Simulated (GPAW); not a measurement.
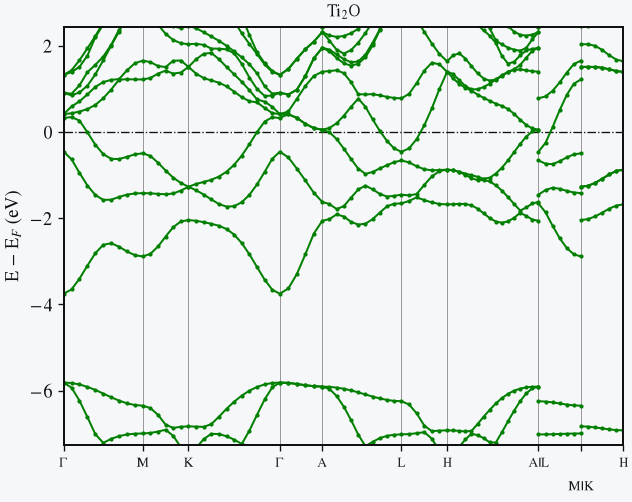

Band structure. Energies are counted from the Fermi level.

Question: Which Bravais lattice do the labels of the path belong to?

Answer: A hexagonal (primitive) lattice: the path Γ–M–K–Γ–A–L–H–A|L–M|K–H runs through the special points of its Brillouin zone.

Input of the run:

```python
from ase import Atoms
from ase.dft.bandgap import bandgap
from ase.io import write
from ase.units import GPa
from gpaw import GPAW, PW, setup_paths

setup_paths.insert(0, '.')

atoms = Atoms(['Ti', 'Ti', 'O'],
              cell=[[2.9194, 0.0, 0.0],
                    [-1.4597, 2.5282745638, 0.0],
                    [0.0, 0.0, 4.713]],
              scaled_positions=[[0.3333333333, 0.6666666667, 0.72126],
                                [0.6666666667, 0.3333333333, 0.27874],
                                [0.0, 0.0, 0.0]],
              pbc=True)

calc = GPAW(mode=PW(800),
            xc='PBEsol',
            kpts={'size': (8, 8, 5), 'gamma': True},
            occupations={'name': 'fermi-dirac', 'width': 0.05},
            nbands=29,
            convergence={'density': 1e-05, 'energy': 1e-05},
            maxiter=150,
            txt='gpaw.txt')
atoms.calc = calc
energy = atoms.get_potential_energy()
forces = atoms.get_forces()
stress = atoms.get_stress()
calc.write('gs.gpw')
write('result.traj', atoms)
print(f'Energy: {energy:.6f} eV')
print('Forces (eV/A):')
print(forces.round(4))
print('Stress (GPa):', (stress / GPa).round(3))
print('Fermi level:', round(calc.get_fermi_level(), 4), 'eV')
print(f'Gap: {bandgap(calc)[0]:.4f} eV, direct: {bandgap(calc, direct=True)[0]:.4f} eV')

path = atoms.cell.bandpath('GMKGALHA,LM,KH', npoints=80, eps=1e-4)
bs_calc = calc.fixed_density(kpts=path, symmetry='off', nbands=41,
                             convergence={'bands': 'CBM+6.0', 'eigenstates': 1e-6}, txt='bands.txt')
bs = bs_calc.band_structure()
bs.write('bs.json')
print(f'Gap on the path: {bandgap(bs_calc)[0]:.4f} eV')
```

System: CdI2-type Ti2O, space group P-3m1, 3 atoms in the cell.

Computed with GPAW 26.7.0: PBEsol, PAW data sets generated in the run's folder for this functional, no spin polarisation, no spin-orbit coupling, 8×8×5 k mesh, 800 eV cutoff, Fermi-Dirac smearing of 0.05 eV.

Question: Metal, semiconductor or insulator?

Answer: A metal: 2 bands cross the Fermi level along this path.

Question: Which levels at Γ lie nearest to the Fermi level?

Answer: At Γ the nearest levels lie 0.46 eV below and 0.32 eV above the Fermi level.

Semilocal functionals often make such compounds metallic where correlation or magnetic order opens a gap, which also shifts bond lengths. The k mesh is thin for a metal, so its Fermi level is uncertain. The cell is at 5 GPa in this functional. Bands are joined in order of energy, so crossings between the computed points show as kinks or gaps.
